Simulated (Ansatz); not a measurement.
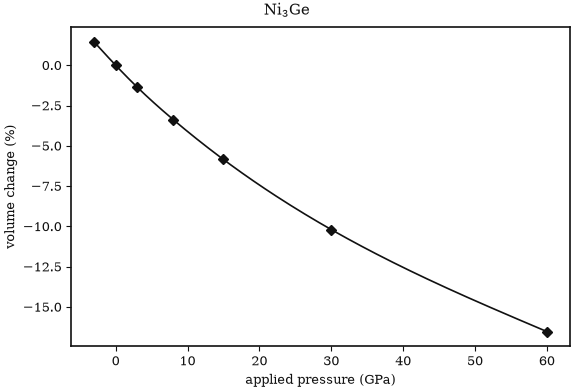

Computed with Ansatz 0.2.0: volume, enthalpy and cell of a crystal along a series of hydrostatic pressures at zero temperature, keeping its symmetry; changes are against the given cell; the k mesh follows the cell and the gap; plane waves with PAW datasets, Γ-centred k mesh. Level: r2SCAN, no spin polarisation.

```json
{"setting": "wave cutoff", "value": "500 eV"}
{"setting": "occupations", "value": "Gaussian"}
{"setting": "k mesh at zero pressure", "value": "12×12×12"}
{"setting": "smearing width at zero pressure", "value": "0.1 eV"}
```

Structure:
```yaml
crystal:
  lattice:
    - [3.53260, 0.00000, 0.00000]
    - [0.00000, 3.53260, 0.00000]
    - [0.00000, 0.00000, 3.53260]
  atoms:
    - { symbol: Ni, position: [0.50000, 0.00000, 0.50000] }
    - { symbol: Ni, position: [0.00000, 0.50000, 0.50000] }
    - { symbol: Ni, position: [0.50000, 0.50000, 0.00000] }
    - { symbol: Ge, position: [0.00000, 0.00000, 0.00000] }
```

Figure. Volume change against applied pressure for Ni₃Ge, space group Pm-3m (No. 221).

The volume change falls from 1.45 % at applied pressure −3 GPa to −16.53 % at 60 GPa. The solid is metallic at every point.

Limits of the calculation: far from the equilibrium volume; no spin polarisation, a magnetic state may lie lower.
